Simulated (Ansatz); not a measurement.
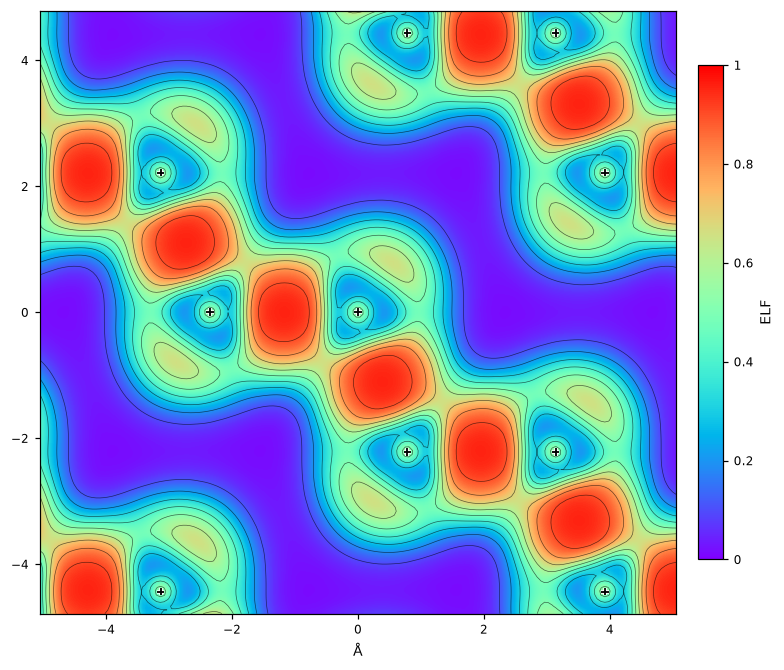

The ELF on a plane through atoms (crosses mark nuclei in the plane).

Level of theory: DFT PBEsol, scalar-relativistic, plane waves, PAW (Ansatz 0.2.0).

Candidates:
A. Si, a = 9.41 Å, b = 9.41 Å, c = 9.41 Å, α = 109.47°, β = 109.47°, γ = 109.47°. Space group Fd-3m; a structure from a database of computed crystals, not necessarily the ambient phase.
B. Si31Pd (cell charge +2, with a compensating background) (cell with a defect), a = 9.41 Å, b = 9.41 Å, c = 9.41 Å, α = 109.47°, β = 109.47°, γ = 109.47°. 

Which system is this?

Candidate A: Si on the (010) plane of the calculation cell, which holds Si. Si–Si (2.35 Å): the ELF peaks at about 0.95 between the atoms; a shared electron pair.
